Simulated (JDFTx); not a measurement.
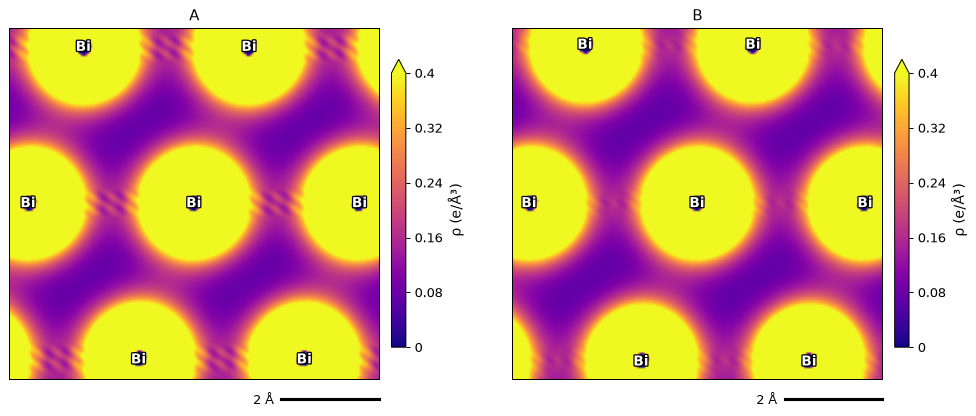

Bi. The valence charge density (pseudo) of two cells that differ in size, on the (11̄0) plane of each (indices in the axes of the calculation cell), at one length scale and on one colour scale: B has 31.1 Å³ an atom and A 29.9.

Level of theory: Kohn-Sham DFT of a periodic cell, LDA, PseudoDojo-SR-LDA-0.4.1-standard in JDFTx 1.7.0 (patched build).

The density is the valence pseudo-density of a pseudopotential calculation; it isn't the true density close to the nuclei.

The larger cell:

```
Bi
1.0
    -1.98143    1.98143    1.98143
     1.98143   -1.98143    1.98143
     1.98143    1.98143   -1.98143
Bi
1
Cartesian
  0.0000 0.0000 0.0000
```

The smaller cell: a = 3.386 Å, b = 3.386 Å, c = 3.386 Å, α = 109.47°, β = 109.47°, γ = 109.47°.

What changes from the larger cell to the smaller?

Answer. From the larger cell to the smaller, Bi–Bi goes from 3.43 to 3.39 Å, and the density at its midpoint from 0.18 to 0.16 e/Å³; the pressure goes from −3.3 to −1.0 GPa.
